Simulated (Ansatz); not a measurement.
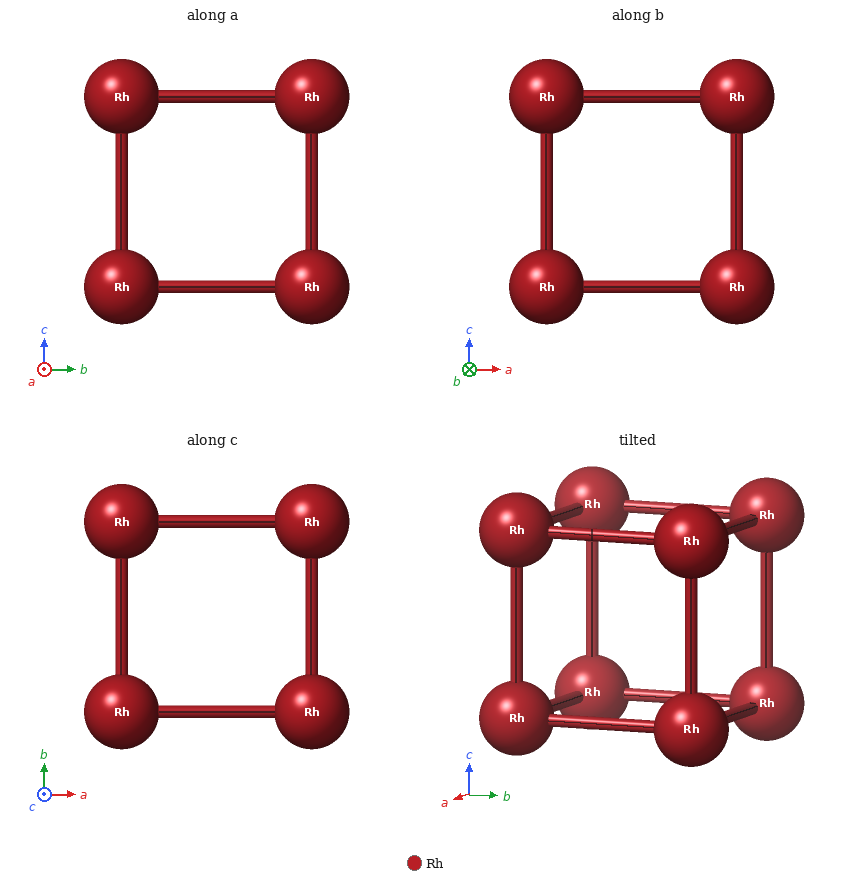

Shown here is a ball-and-stick view of the crystal, taken along the a axis, along the b axis, along the c axis and slightly off an axis. The parallelepiped is the conventional unit cell.

Lattice parameters: a = 2.536 Å, b = 2.536 Å, c = 2.536 Å, α = 90.00°, β = 90.00°, γ = 90.00°.

### From the views, write a table of Wyckoff sites.

Space group Pm-3m (No. 221).
```
atom  site       x       y       z
  Rh    1a  0.0000  0.0000  0.0000
```

The structure was taken from a textbook structure type filled with this element (whether it is the usual form wasn't checked). This is the structure after a relaxation with DFT PBE, scalar-relativistic, plane waves, PAW (Ansatz).
